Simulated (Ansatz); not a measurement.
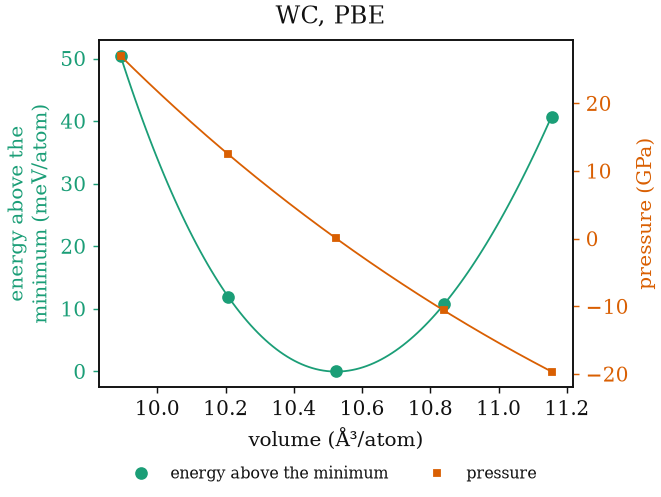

The picture above shows the energy above the minimum and pressure against volume for WC, space group P-6m2 (No. 187).

Cell as given: a = 2.922 Å, b = 2.922 Å, c = 2.847 Å, α = 90.00°, β = 90.00°, γ = 120.00°; 2 atoms.

Method: third-order Birch-Murnaghan fit to density functional energies at scaled volumes of the given relaxed cell, shape and atoms relaxed at each volume; energies count from the fitted minimum; plane waves with PAW datasets, Γ-centred k mesh (Ansatz 0.2.0). Level: PBE, no spin polarisation.

wave cutoff 420 eV; k mesh 18×18×14; occupations Gaussian; smearing width 0.1 eV.

> Give the fitted equation-of-state parameters.

A third-order Birch–Murnaghan fit gives V0 = 10.52 Å³/atom, B0 = 382 GPa and B′ = 4.3.

> How does the pressure vary with volume?

It falls from 27.03 GPa at volume 9.892 Å³/atom to −19.64 GPa at 11.155 Å³/atom, and changes sign near 10.52 Å³/atom.

> Is there a gap?

No, the levels on the k mesh show a metal at every point.
